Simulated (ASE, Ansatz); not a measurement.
## C(110) slab, H on the bottom face (180 atoms): support functions against a reference

Aim: test how closely localised support functions follow the reference on C(110) slab, H on the bottom face (180 atoms), and at what cost. A setting counts as converged where the r.m.s. difference of forces stays under 1 % of the r.m.s. force.

Main program and level: Ansatz 0.2.0; Kohn-Sham DFT, LDA, PAW (set soft_2), plane waves.

**1. Starting point**

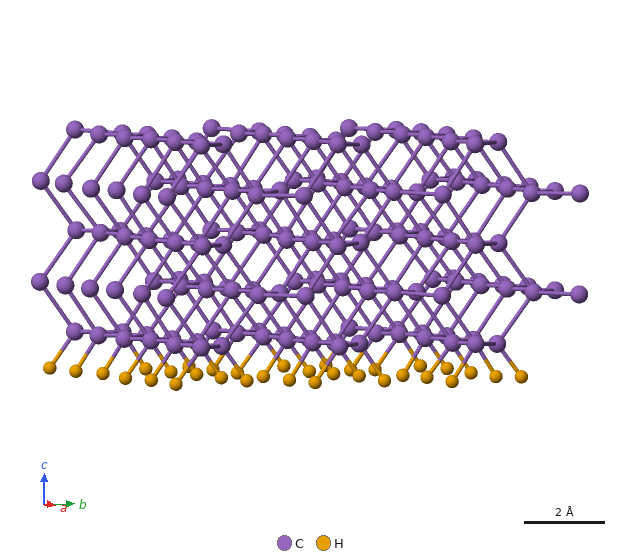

The cell as given, from the side, with the c axis up (carbon purple, hydrogen orange). Some periodic images of atoms are drawn too.

The cell holds 180 atoms: 150 C and 30 H. Cell: a = 12.611 Å, b = 10.701 Å, c = 17.934 Å, α = 90.0°, β = 90.0°, γ = 90.0°. It derives from C (diamond-structure). Diamond-structure C (a = 3.567 Å), (110) slab of 5 atomic planes, 5 x 3 surface cells, H on the broken bonds of the bottom face, 12 Å of vacuum; displaced by a Gaussian of 0.02 Å. Regions: slab, 150 atoms (150 C); hydrogen, 30 atoms (30 H). Vacuum lies along c.

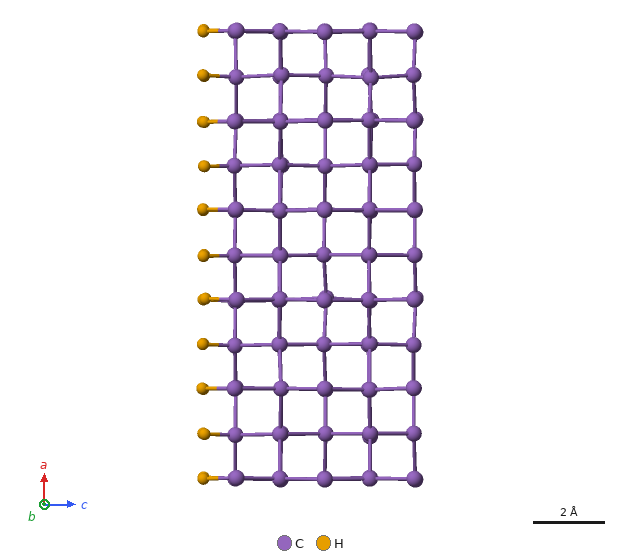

A slice 6 Å thick through the middle of the cell. Bonds to atoms that aren't drawn are left out.

What the set-up can't give: Beside vacuum, support functions can miss their usual error bounds without a warning. The main run has no spin polarisation, so any moments at edges, vacancies or dangling bonds can't form in it. Sampling is at Γ alone, for a cell whose shortest periodic width is 11 Å.

**2. Plane-wave single point**

The first run fixes the reference, at a cutoff of 420 eV.

input.yaml reads:

```yaml
crystal:
  lattice:
    - [12.61125, 0.0, 0.0]
    - [0.0, 10.701, 0.0]
    - [0.0, 0.0, 17.93448]
  atoms:
    - { symbol: C, position: [0.90047, 0.16544, 0.3839] }
    - { symbol: C, position: [0.99961, 0.08516, 0.38399] }
    - { symbol: C, position: [0.00217, 0.99974, 0.45414] }
    - { symbol: C, position: [0.89902, 0.25417, 0.45459] }
    - { symbol: C, position: [0.9023, 0.16843, 0.52514] }
    - { symbol: C, position: [0.99946, 0.08842, 0.52583] }
    - { symbol: C, position: [0.00217, 0.00169, 0.59534] }
    - { symbol: C, position: [0.90177, 0.24913, 0.594] }
    - { symbol: C, position: [0.89832, 0.16984, 0.66603] }
    - { symbol: C, position: [0.00297, 0.08428, 0.66675] }
    - { symbol: C, position: [0.10086, 0.16945, 0.38489] }
    - { symbol: C, position: [0.1974, 0.08155, 0.38321] }
    - { symbol: C, position: [0.19936, 0.00099, 0.45349] }
    - { symbol: C, position: [0.10103, 0.24524, 0.456] }
    - { symbol: C, position: [0.09908, 0.16468, 0.52668] }
    - { symbol: C, position: [0.2023, 0.08524, 0.52684] }
    - { symbol: C, position: [0.19824, 0.99744, 0.59611] }
    - { symbol: C, position: [0.09448, 0.25086, 0.59572] }
    - { symbol: C, position: [0.09832, 0.16978, 0.66318] }
    - { symbol: C, position: [0.19793, 0.08318, 0.66432] }
    - { symbol: C, position: [0.89746, 0.49951, 0.38546] }
    - { symbol: C, position: [0.00018, 0.41936, 0.38394] }
    - { symbol: C, position: [0.99795, 0.33883, 0.45515] }
    - { symbol: C, position: [0.90253, 0.58404, 0.45684] }
    - { symbol: C, position: [0.90051, 0.50141, 0.52669] }
    - { symbol: C, position: [3.0e-05, 0.41578, 0.52447] }
    - { symbol: C, position: [0.00192, 0.33337, 0.59544] }
    - { symbol: C, position: [0.8959, 0.58366, 0.59717] }
    - { symbol: C, position: [0.90223, 0.50351, 0.664] }
    - { symbol: C, position: [0.99773, 0.41671, 0.66695] }
    - { symbol: C, position: [0.29993, 0.16743, 0.3854] }
    - { symbol: C, position: [0.40173, 0.08197, 0.38296] }
    [... 142 atom lines left out ...]
    - { symbol: H, position: [0.69805, 0.55994, 0.33546] }
    - { symbol: H, position: [0.79762, 0.36067, 0.33284] }
    - { symbol: H, position: [0.50147, 0.89092, 0.33365] }
    - { symbol: H, position: [0.60227, 0.69495, 0.33334] }
    - { symbol: H, position: [0.69888, 0.89088, 0.33288] }
    - { symbol: H, position: [0.79683, 0.69397, 0.33516] }
kpoints:
  mp_grid: { grid: [1, 1, 1] }
hamiltonian:
  xc: lda
scf:
  occupations: { method: fermi_dirac, width: 0.05 }
output:
  forces: true
  populations: true
  dos:
    method: { smearing: { sigma: 0.15 } }
    de: 0.1
    projected:
      site_lists:
        C: [C]
        H: [H]
        hydrogen: [150, 151, 152, 153, 154, 155, 156, 157, 158, 159, 160, 161, 162, 163, 164, 165, 166, 167, 168, 169, 170, 171, 172, 173, 174, 175, 176, 177, 178, 179]
  eigenvalues: true
  write_density: true
  write_potential: true
  volumetric_format: npy
```

Run with:

```bash
$ ansatz run input.yaml --threads 8 --pin off --max-ram 15872MiB --backend cpu --events-out ev --progress --plain --runs-dir out
```

Log:

```text
Engine: ansatz 0.2.0, aarch64-unknown-linux-gnu
Pseudopotentials: kind: paw
Pseudopotential: C, paw, valence charge 4, recommended cutoff 420 eV (normal), C.paw.azcp
Pseudopotential: H, paw, valence charge 1, recommended cutoff 420 eV (normal), H.paw.azcp
[... 3 lines on functional and potentials left out ...]
Crystal: 180 atoms, lattice volume = 2420.312 Å³
Basis set: ecut = 420 eV, 47291 PW (Γ)
Bands: 495, of which v1, the nominal top of the filled ones, is band 315 counted from 1 (314 counted from 0)
Symmetry: 1 space group operations
Space group: P1 (ITA 1), of the structure as read, at distance tolerance 1.3e-4 Å
k-points: 1
[... 6 lines on functional and potentials left out ...]
Initial density: superposition of atomic densities (neutral atoms: chi_scale 0, normalization atom), corrected by the library's trained network
Initial wavefunctions: pseudopotential atomic-orbital guess
Functional: x = slater, c = lda
SCF iter   1: F=—  HF=-36855.067553 eV  |F-HF|=—  |Δ(HF+E_count)|=         —  Δρ=1.02e-2  dr2=1.38e1  ethr=1.77e-3  ⟨swp⟩=8.0  Hψ=2846  notcnv=0  defer=128
preconditioner: auto → LDOS  [metal: Δε(μ)=0.087 eV  Ē_g=15.266 eV  σ=0.050 eV  W_gap=0.39  n_scr=438 (ndim 8)  ℏωp=18.9 eV  f_vac=0.518  D(μ)=24.01/eV (n_scr^D=102)  β→1.0]
SCF iter   2: F=—  HF=-36853.707609 eV  |F-HF|=—  |Δ(HF+E_count)|=    1.36e0  Δρ=5.06e-3  dr2=1.96e0  ethr=1.77e-3  ⟨swp⟩=2.0  Hψ=602  notcnv=0  defer=160
preconditioner: auto → Resta (q_TF=auto, 2.180 Å⁻¹)  ε∞=2.6  [insulator: Δε(μ)=0.442 eV  Ē_g=15.213 eV  σ=0.050 eV  W_gap=0.98  n_scr=438 (ndim 8)  ℏωp=18.9 eV  f_vac=0.520  D(μ)=1.37/eV (n_scr^D=0)  ε∞_Penn≈2.6  vacuum switching on, ρ_ref=1.7e-2 e/Å³  β→0.5]
SCF iter   3: F=—  HF=-36853.464756 eV  |F-HF|=—  |Δ(HF+E_count)|=   2.43e-1  Δρ=4.34e-3  dr2=1.20e0  ethr=3.11e-4  ⟨swp⟩=3.0  Hψ=627  notcnv=0  defer=160
SCF iter   4: F=—  HF=-36853.332132 eV  |F-HF|=—  |Δ(HF+E_count)|=   1.33e-1  Δρ=3.69e-3  dr2=7.54e-1  ethr=1.91e-4  ⟨swp⟩=2.0  Hψ=606  notcnv=0  defer=160
SCF iter   5: F=—  HF=-36853.278738 eV  |F-HF|=—  |Δ(HF+E_count)|=   5.34e-2  Δρ=1.45e-3  dr2=1.21e-1  ethr=1.20e-4  ⟨swp⟩=2.0  Hψ=369  notcnv=0  defer=160
SCF iter   6: F=—  HF=-36853.273585 eV  |F-HF|=—  |Δ(HF+E_count)|=   5.15e-3  Δρ=1.11e-3  dr2=7.07e-2  ethr=1.92e-5  ⟨swp⟩=2.0  Hψ=610  notcnv=0  defer=160
SCF iter   7: F=—  HF=-36853.268387 eV  |F-HF|=—  |Δ(HF+E_count)|=   5.20e-3  Δρ=3.53e-4  dr2=5.97e-3  ethr=1.12e-5  ⟨swp⟩=2.0  Hψ=337  notcnv=0  defer=160
SCF iter   8: F=—  HF=-36853.268314 eV  |F-HF|=—  |Δ(HF+E_count)|=   7.35e-5  Δρ=2.00e-4  dr2=2.23e-3  ethr=9.47e-7  ⟨swp⟩=2.0  Hψ=397  notcnv=0  defer=160
SCF iter   9: F=—  HF=-36853.268083 eV  |F-HF|=—  |Δ(HF+E_count)|=   2.31e-4  Δρ=8.24e-5  dr2=1.86e-4  ethr=3.54e-7  ⟨swp⟩=2.0  Hψ=488  notcnv=0  defer=160
SCF iter  10: F=—  HF=-36853.268126 eV  |F-HF|=—  |Δ(HF+E_count)|=   4.31e-5  Δρ=6.10e-5  dr2=1.28e-4  ethr=2.96e-8  ⟨swp⟩=2.0  Hψ=611  notcnv=0  defer=160
SCF iter  11: F=—  HF=-36853.268154 eV  |F-HF|=—  |Δ(HF+E_count)|=   2.74e-5  Δρ=3.38e-5  dr2=3.75e-5  ethr=2.03e-8  ⟨swp⟩=3.0  Hψ=635  notcnv=0  defer=160
SCF iter  12: F=—  HF=-36853.268926 eV  |F-HF|=—  |Δ(HF+E_count)|=   7.73e-4  Δρ=1.74e-5  dr2=8.56e-6  ethr=5.95e-9  ⟨swp⟩=2.0  Hψ=496  notcnv=0  defer=160
SCF iter  13: F=—  HF=-36853.268927 eV  |F-HF|=—  |Δ(HF+E_count)|=   1.06e-6  Δρ=1.05e-5  dr2=4.56e-6  ethr=1.36e-9  ⟨swp⟩=2.0  Hψ=645  notcnv=0  defer=160
SCF iter  14: F=—  HF=-36853.268928 eV  |F-HF|=—  |Δ(HF+E_count)|=   1.83e-7  Δρ=6.21e-6  dr2=1.35e-6  ethr=7.24e-10  ⟨swp⟩=2.0  Hψ=351  notcnv=0  defer=160
SCF iter  15: F=—  HF=-36853.268928 eV  |F-HF|=—  |Δ(HF+E_count)|=   9.72e-8  Δρ=4.16e-6  dr2=9.62e-7  ethr=2.14e-10  ⟨swp⟩=2.0  Hψ=354  notcnv=0  defer=160
SCF iter  16: F=-36853.268928 eV  HF=-36853.268928 eV  |F-HF|=2.61e-8  |Δ(HF+E_count)|=   5.63e-9  Δρ=1.92e-6  dr2=8.65e-8  ethr=1.59e-11  ⟨swp⟩=32.0  Hψ=6182  notcnv=0
SCF 1 converged in 16 iterations: F = -36853.268928 eV  dr2 = 8.65e-8
  greatest PAW one-centre occupation: 0.645 electrons in one spin orbital (limit 2), on the C atom at site 17 (counted from 0), in its partial waves of l = 0
WARN: The output density's exchange-correlation potential varies sharply where the density is thin. Do not read a vacuum level from v_tot or v_xc, or from such a field of the output density. On a cell that repeats whose density bears no net charge and no dipole along the vacuum's axis use v_es (v_loc + v_h of the components); [...]
SCF converged after 16 iterations
Free energy (F): -36853.268928 eV
Harris-Foulkes:  -36853.268928 eV  (|F-HF|=2.61e-8)
Internal energy: -36853.262575 eV  (E = F + TS)
E sigma→0 (E₀):  -36853.265751 eV
Entropy (-TS):   -0.006353 eV (-0.035 meV/atom)
Fermi energy:    2.023140 eV
--- Per-component energies (eV) ---
  E_band       = -4285.336006
  E_kinetic    = 14044.149134
  E_local      = -324870.694406  (includes V_loc(G=0)·N_el)
  E_nonlocal   = 4202.442569
  E_hartree    = 156364.611016
  E_xc         = -7432.150237
  E_vxc        = -9261.758923  (∫ρ·V_xc dr)
  E_paw        = -13762.332182  (= ΣΔE_a)
  E_vpaw       = -1128.715087  (= ΣTr[D̂ρ^β])
  E_aug_tail   = -0.038368  (compensation charges beyond the density's cutoff)
  E_ewald      = 134591.325024
  E_core_change = 9.424876  (= ΣΔE_core)
  E_smearing   = -0.006353  (= −TS)
  E_closure    = -0.000000  (closes the sum)
  Σ components = -36853.268928   (vs F -36853.268928, Δ=0.00e0)
--- Forces (eV/Å), atoms counted from 1 ---
  atom   1  C      0.02082440    -0.20444917     1.11942011
  atom   2  C      0.76948402     0.71250925     0.49772436
  atom   3  C     -1.56341031     1.47004265     0.23938972
  atom   4  C      0.58144876    -0.93649618    -0.46636119
  atom   5  C     -1.18989106     0.09849167    -0.38429117
  atom   6  C      0.99719377    -2.06268374    -0.55837510
  atom   7  C     -0.70504301    -1.57669498     1.16735031
  atom   8  C     -0.79117214     2.24932740     2.54693294
  atom   9  C      0.76684936    -5.01604815    -1.51179180
  atom  10  C     -1.01992746     4.39656836    -1.88633255
  atom  11  C     -0.63469559    -2.42022238     0.20020844
  atom  12  C      1.28241773     2.75496432     1.84084268
  atom  13  C      0.49200216    -0.26358831     1.03218973
  atom  14  C     -0.39966498     2.98834095    -0.52140554
[...]
atom 179  H     -0.09860719     0.14177423     0.12626930
  atom 180  H      0.03824693    -0.22086687    -0.69861164
  max |Σ_I F_I| component: 7.15e-4 eV/Å
--- Band table (eV) ---
  k-point 0: bands = ["-19.1418", "-18.4359", "-18.3922", "-18.1448", [... 479 levels ...], "10.9402", "10.9733", "10.9772", "10.9919", "11.0071", "11.0098", "11.0156", "11.0481", "11.0726", "11.0949", "11.1244", "11.1444"]
--- Löwdin populations: 180 sites ---
  site symbol       q [e]
     0      C      4.1287
     1      C      4.1211
     2      C      3.9772
[...]
179      H      0.8343
  spilling = 0.005401 (of n_electrons = 630.000000)
```

It took 41 s on 8 threads of Arm Neoverse V1, shared host; peak memory 3 GiB; 5.3 min of CPU time.

In the SCF lines HF is the Harris–Foulkes energy and dr2 the Hartree energy of the density residual, in eV; the loop may stop once dr2 is under the threshold and the program's other checks hold. Hψ counts applications of the Hamiltonian.

The program notes that the exchange-correlation potential is rough where the density is thin.

Read from the output:

- free energy: -36853.2689 eV
- free energy per atom: -204.7404 eV/atom
- SCF cycles: 16
- r.m.s. force component: 1.553 eV/Å
- longest force: 5.619 eV/Å
- Fermi energy: 2.023 eV
- gap (highest filled to lowest empty level): 0.6134 eV
- spilling of the projection: 0.005401

Neighbours are counted within 1.85 Å (C-C), 1.34 Å (C-H).

Length of the force by element and coordination:

| element | coordination | atoms | mean length of the force (eV/Å) | spread | least | most |
| --- | --- | --- | --- | --- | --- | --- |
| C | all | 150 | 2.56 | 1.40 | 0.386 | 5.62 |
| C | 3 | 30 | 4.88 | 0.478 | 3.47 | 5.62 |
| C | 4 | 120 | 1.98 | 0.837 | 0.386 | 5.12 |
| H | all | 30 | 0.676 | 0.606 | 0.0531 | 2.89 |

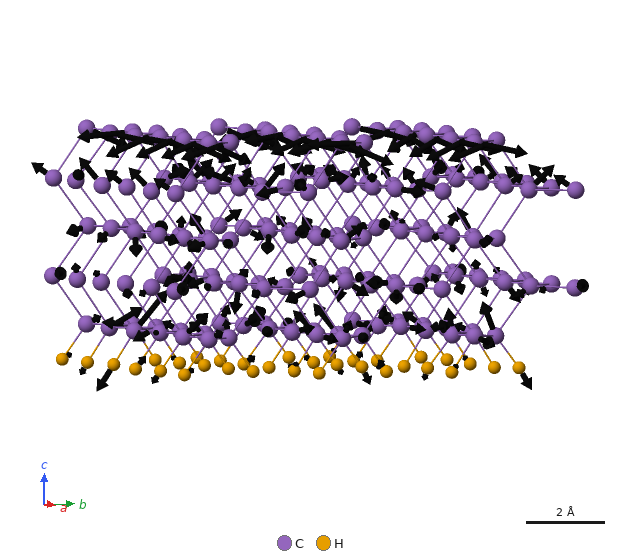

Forces as arrows; the longest in the cell is 5.62 eV/Å. Some periodic images of atoms are drawn too.

Löwdin charges by element and coordination (they lack the spilled electrons, 0.019 e an atom on average):

| element | coordination | atoms | mean charge (e) | spread | least | most |
| --- | --- | --- | --- | --- | --- | --- |
| C | all | 150 | -0.0097 | 0.0605 | -0.151 | 0.0453 |
| C | 3 | 30 | 0.0051 | 0.0119 | -0.0245 | 0.028 |
| C | 4 | 120 | -0.0134 | 0.0668 | -0.151 | 0.0453 |
| H | all | 30 | 0.162 | 0.0094 | 0.144 | 0.19 |

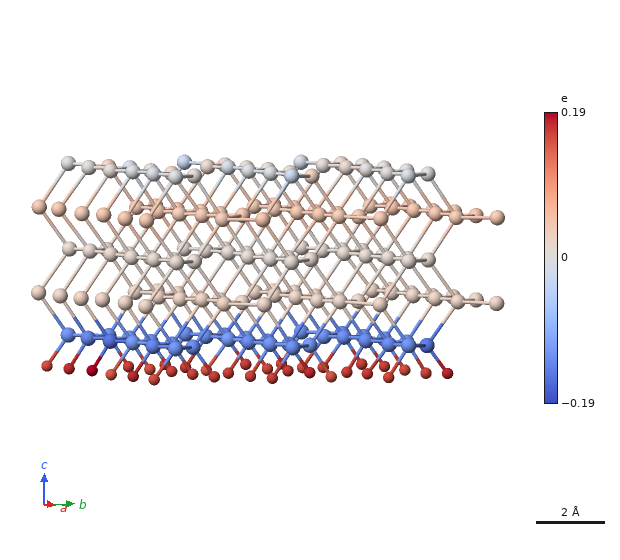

Atoms coloured by Löwdin charge. Some periodic images of atoms are drawn too.

By region:

| region | atoms | mean length of the force (eV/Å) |
| --- | --- | --- |
| slab | 150 | 2.56 |
| hydrogen | 30 | 0.676 |

States in the cell by windows of 1 eV, zero at the Fermi level; the larger projections on atomic orbitals stand beside the total:

| from (eV) | to (eV) | total | C p | C s | H s | hydrogen |
| --- | --- | --- | --- | --- | --- | --- |
| -14 | -13 | 24.7 | 10.8 | 13.0 | 0.8 | 0.8 |
| -13 | -12 | 24.0 | 15.3 | 8.0 | 0.5 | 0.5 |
| -12 | -11 | 36.9 | 23.6 | 11.0 | 2.0 | 2.0 |
| -11 | -10 | 24.4 | 15.1 | 8.5 | 0.7 | 0.7 |
| -10 | -9 | 31.8 | 23.0 | 6.5 | 2.1 | 2.1 |
| -9 | -8 | 51.3 | 41.0 | 7.4 | 2.7 | 2.7 |
| -8 | -7 | 37.8 | 32.0 | 3.5 | 2.1 | 2.1 |
| -7 | -6 | 51.3 | 44.5 | 3.8 | 2.7 | 2.7 |
| -6 | -5 | 74.9 | 66.3 | 4.9 | 3.4 | 3.4 |
| -5 | -4 | 52.1 | 47.8 | 1.5 | 2.6 | 2.6 |
| -4 | -3 | 38.4 | 36.0 | 1.1 | 1.2 | 1.2 |
| -3 | -2 | 28.1 | 25.9 | 0.8 | 1.3 | 1.3 |
| -2 | -1 | 10.3 | 9.4 | 0.7 | 0.0 | 0.0 |
| -1 | 0 | 24.1 | 22.0 | 1.7 | 0.1 | 0.1 |
| 0 | 1 | 24.0 | 20.2 | 3.4 | 0.1 | 0.1 |
| 1 | 2 | 6.7 | 5.0 | 0.8 | 0.4 | 0.4 |
| 2 | 3 | 6.6 | 1.5 | 0.8 | 1.8 | 1.8 |
| 3 | 4 | 11.1 | 2.0 | 1.5 | 3.0 | 3.0 |
| 4 | 5 | 19.7 | 7.9 | 5.1 | 1.0 | 1.0 |

Between -22 and -14 eV lie 120 more states.

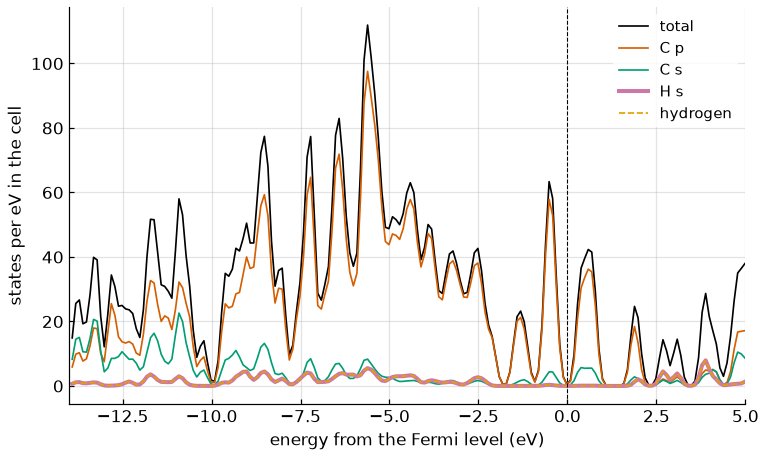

Total and projected density of states, with the broadening of the input.

The levels nearest the highest filled one (over half full), pooled over k-points and spins:

| level less the highest filled one (eV) | occupation |
| --- | --- |
| -0.177 | 2 |
| -0.158 | 2 |
| -0.124 | 2 |
| -0.105 | 2.00 |
| -0.074 | 2.00 |
| 0 | 2.00 |
| 0.613 | 0.004 |
| 0.638 | 0.002 |
| 0.660 | 0.001 |
| 0.686 | 0.001 |
| 0.808 | 0 |
| 0.833 | 0 |

Planar average of the electrostatic potential energy along the normal, with the Fermi level as zero, after a running mean with a triangular window 4 Å wide at its base:

| height (Å) | potential energy (eV) |
| --- | --- |
| 0.0 | 4.58 |
| 0.7 | 4.33 |
| 1.5 | 4.08 |
| 2.1 | 3.87 |
| 2.8 | 3.62 |
| 3.6 | 3.32 |
| 4.3 | 2.57 |
| 4.9 | 1.06 |
| 5.7 | -2.42 |
| 6.4 | -6.66 |
| 7.2 | -9.81 |
| 7.8 | -11.10 |
| 8.5 | -11.44 |
| 9.3 | -11.60 |
| 10.0 | -11.18 |
| 10.6 | -11.18 |
| 11.4 | -9.21 |
| 12.1 | -5.79 |
| 12.9 | -0.39 |
| 13.5 | 2.86 |
| 14.2 | 5.23 |
| 14.9 | 5.53 |
| 15.7 | 5.34 |
| 16.3 | 5.14 |
| 17.0 | 4.89 |
| 17.8 | 4.63 |

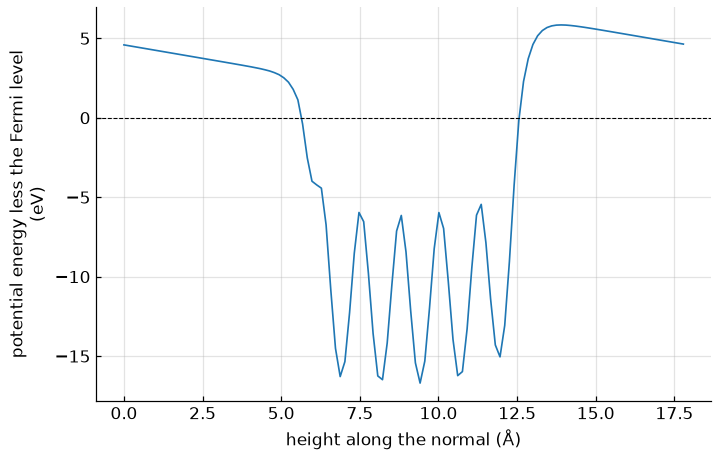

Planar average of the electrostatic potential energy; the dashed line is the Fermi level.

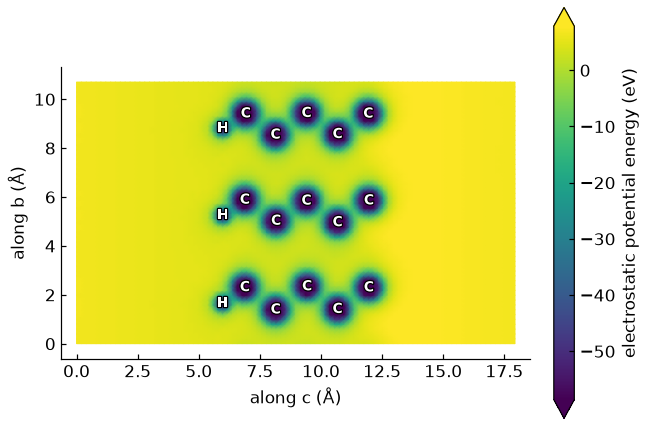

Electrostatic potential energy in the cb plane at fractional x = 0.000, with atoms of C and H within 0.2 Å of it. With pseudopotentials it is smooth inside the atoms' cores, unlike the true potential. The map starts off the cell's origin, so that atoms lie inside it.

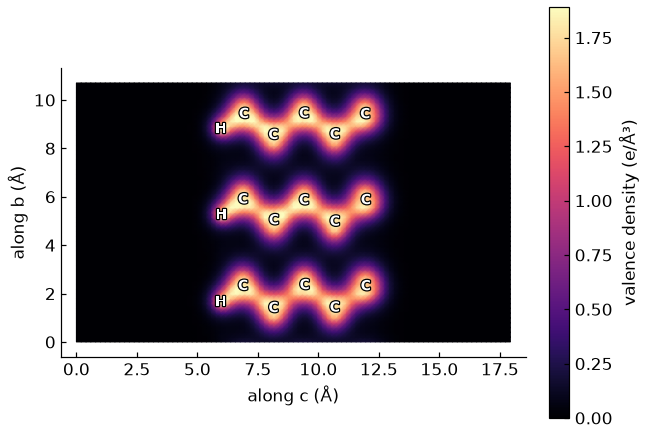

Valence density in the cb plane at fractional x = 0.000, with atoms of C and H within 0.2 Å of it. It is the smooth field of the valence electrons, not physical close to the nuclei. The map starts off the cell's origin, so that atoms lie inside it.

Mean Löwdin charges: C -0.01, H +0.16 e (they miss 0.54 % of the electrons, so they add up to more than the cell's charge). Charges this small depend on the projection, at times even in sign. The largest share in the top eV of filled states is C p (92 % of the projected weight), and in the lowest eV of empty states C p (85 % of the projected weight). The potential slopes across the vacuum by 0.34 eV/Å: the slab bears a dipole, and with periodic images along the normal there is no flat vacuum level to read.

(Part 1 of 2 ends here.)

[Logs are printed without paths, hosts, clocks, repeated set-up lines and the standing remarks that a program may print on its own settings, such as how far it seeks lower states.]

[Hosts, paths, dates, database ids (printed as entryN), source tags and the programs' standing remarks are cut or masked in the printed files.]
